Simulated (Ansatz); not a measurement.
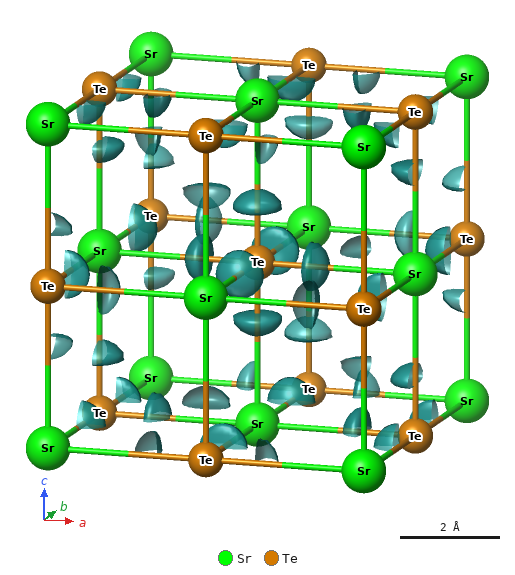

SrTe. Density of the crystal less the sum of free-atom densities: teal surfaces at +0.03, none at −0.03 e/Å³, in the conventional cell seen slightly off an axis (the regions close to the nuclei are left out). Cores are masked to 1.0 Å (Sr) and 0.9 Å (Te).

Space group Fm-3m. The cell comes from a database of computed structures, not from a measurement.

Method: DFT PBE, scalar-relativistic, plane waves, PAW in Ansatz 0.2.0.

In a PAW calculation such maps are meaningful between the atoms, not at the nuclei.

Input file:

```
crystal:
  lattice:
    - [0.0, 3.3558353104, 3.3558353104]
    - [3.3558353104, 0.0, 3.3558353104]
    - [3.3558353104, 3.3558353104, 0.0]
  atoms:
    - { symbol: Sr, position: [0.0, 0.0, 0.0] }
    - { symbol: Te, position: [0.5, 0.5, 0.5] }
basis:
  ecutwfc: 420
  fft_grid_basis: typed
kpoints:
  mp_grid: { grid: [8, 8, 8] }
hamiltonian:
  xc: pbe
  pseudopotentials: { kind: paw }
scf:
  occupations: { method: gaussian, width: 0.05 }
output:
  forces: true
  stress: true
  eigenvalues: true
  bader: true
  write_density: true
  volumetric_format: npy
  elf: true
```

Launched as:

```sh
ansatz run input.yaml --threads 1 --pin off --max-ram 3072MiB --backend cpu --events-out ev --progress --plain --runs-dir out
```

The picture shows the conventional cell (a = 6.71 Å, b = 6.71 Å, c = 6.71 Å, α = 90.00°, β = 90.00°, γ = 90.00°).

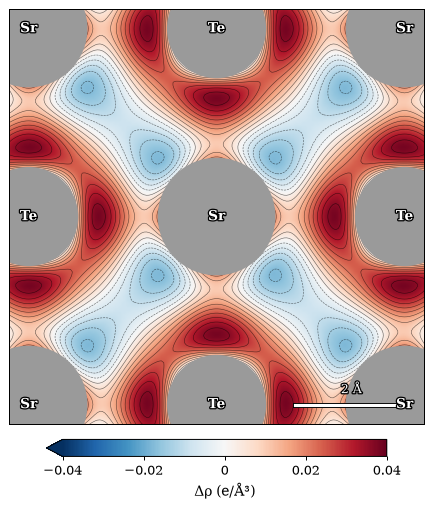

The same field as a map on the (001) plane of the conventional cell, with grey discs over the atomic cores.

Describe the bonding charge.

Sr–Te (3.36 Å): Δρ is +0.02 e/Å³ at the midpoint.
Over the whole cell, outside the masked cores, the largest gain, 0.04 e/Å³, lies 1.3 Å from a tellurium nucleus, and the largest loss, 0.02 e/Å³, lies 1.5 Å from a strontium nucleus.
The rearranged charge, half the integral of |Δρ|, is about 0.23 e an atom.
Bader charges: Sr +1.44 and Te −1.44 e.

Metal or insulator at this level?

It is gapped, with a Kohn–Sham gap of 1.8 eV on the k-point mesh.

The run took 9.3 s on 1 thread of Arm Neoverse V1 (shared host), peak memory 0.34 GiB.
